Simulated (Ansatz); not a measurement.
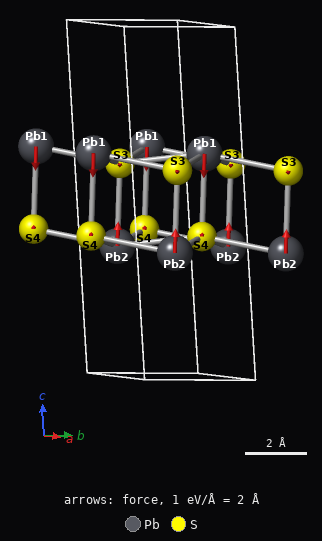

Starting geometry of solid PbS (set up in C2/m) with the computed forces as red arrows. A ball-and-stick model of the cell of the calculation, seen from a free direction.

Theory: Ansatz 0.2.0, DFT, PBE, plane-wave PAW, default files, scalar-relativistic.

The input:
```yaml
crystal:
  lattice:
    - [2.9405, -2.9, 0.0]
    - [2.9405, 2.9, 0.0]
    - [-1.0800549142, 0.0, 11.7092938464]
  atoms:
    - { symbol: Pb, position: [0.7756, 0.7756, 0.63638] }
    - { symbol: Pb, position: [0.2244, 0.2244, 0.36362] }
    - { symbol: S, position: [0.2684, 0.2684, 0.5986] }
    - { symbol: S, position: [0.7316, 0.7316, 0.4014] }
kpoints:
  mp_grid: { grid: [8, 8, 3] }
scf:
  occupations: { method: fermi_dirac, width: 0.01 }
hamiltonian:
  xc: pbe
  pseudopotentials: { kind: paw }
output:
  forces: true
  stress: true
  populations: true
  efg: { quadrupole_moments_barn: { S: -0.0694 }, contact_densities: true }
relax:
  f_tol: 0.02
  max_steps: 60
```

Run as
```bash
ansatz run input.yaml --threads 1 --pin off --max-ram 3072MiB --backend cpu --events-out ev --progress --plain --runs-dir out
```

### Is this structure relaxed? If not, where do the atoms go?

It isn't relaxed: the largest force vector, on Pb atoms, is 0.41 eV/Å. The final displacements follow the starting forces only in part (cosine between the two patterns 0.75). Over 3 geometry steps the energy falls by 11.2 meV per atom. Largest force component: 0.41 eV/Å at the start, 0.017 eV/Å at the end. The largest moves, 0.12 Å, are those of Pb1 and Pb2. Pb2 goes roughly along +c. By element the largest moves are Pb 0.12 Å, S 0.08 Å. The lattice vectors keep their values. Near-neighbour distances that change, for instance: Pb1–S4 2.751 → 2.707 Å, Pb1–S3 2.975 → 2.951 Å, Pb1–S3 (another image) 2.934 → 2.910 Å. Among the angles between lasting bonds that change: S3–Pb1–S3 162.7° → 170.5°, Pb1–S3–Pb1 162.7° → 170.5°, S3–Pb1–S3 162.9° → 170.6°. The space group stays C2/m (No. 12).
